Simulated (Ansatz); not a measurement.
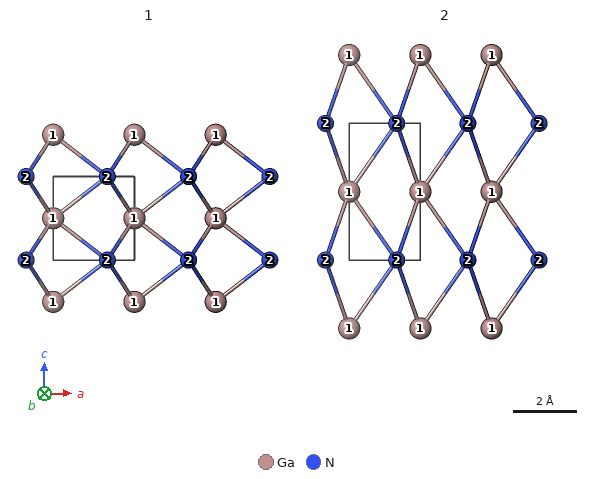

Two geometries of solid GaN (a generated structure, set up in P-6m2) (coarse preliminary run), drawn at one scale. One is the start of a relaxation, the other its converged end. Style: ball-and-stick. Shown: the cell of the calculation, repeated 2 × 1 × 1 with one cell outlined, along the b axis.

The calculation used DFT PBE, scalar-relativistic, plane waves, PAW in Ansatz 0.2.0. (plane-wave cutoff 420 eV; k-point mesh 6 × 6 × 4; occupations gaussian; smearing width 0.1 eV; no spin polarisation; cell and atoms relaxed; force threshold 0.04 eV/Å; at most 70 steps)

> Which one is relaxed?

Structure 1 is the relaxed one. The atoms keep their places relative to the cell (all moves are under 0.005 Å). The drawn cell changes as follows: a = b 2.632 → 3.003 Å (+14.1 %), c 4.376 → 2.675 Å (−38.9 %); the volume changes by −20.4 %. Near-neighbour distances that change, for instance: Ga1–N2 2.664 → 2.189 Å. The space group stays P-6m2 (No. 187). After 12 accepted moves (15 points after the start) the energy has fallen by 3.077 eV per cell of the calculation. All forces vanish by symmetry, so only the cell relaxes. The pressure goes from −8.47 to 0.06 GPa. The line search rejected the trial step at point 9 of the run. At 2 points the geometry stayed and the basis and grid were re-selected for the new cell (energy shift of 33.5 meV per cell of the calculation at most each time).

Limits of the set-up: the k-point mesh is coarse for a cell with partly filled bands.
